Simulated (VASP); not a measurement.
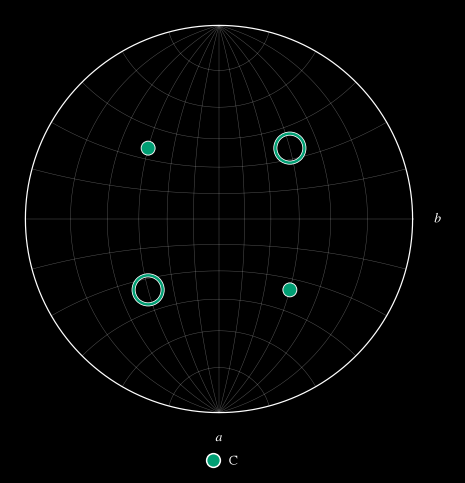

For SiC, an entry of the Crystallography Open Database, as set up for an electronic-structure calculation: directions from one silicon atom at (0, 0, 0) to its bonded neighbours, in stereographic projection down c (filled: above the plane of the page or in it, open: below). The drawing is computed from the coordinates (standard cell, symmetry found to 0.002 Å).

Neighbours are counted up to 2.17 Å for C.

```
CELL_PARAMETERS angstrom
4.35800 0.00000 0.00000
0.00000 4.35800 0.00000
0.00000 0.00000 4.35800
ATOMIC_POSITIONS crystal
Si 0.00000 0.00000 0.00000
C 0.25000 0.25000 0.25000
Si 0.00000 0.50000 0.50000
C 0.25000 0.75000 0.75000
Si 0.50000 0.00000 0.50000
C 0.75000 0.25000 0.75000
Si 0.50000 0.50000 0.00000
C 0.75000 0.75000 0.25000
```

**How many neighbours are there, and at what angles?**

4: 4 C at 1.89 Å. Angles between bonds: 109° (6×).

**What is the site's symmetry in the crystal?**

Point group -43m (Td), order 24: three −4 axes, four threefold axes, six mirror planes. In F-43m, No. 216 this is Wyckoff position 4a.
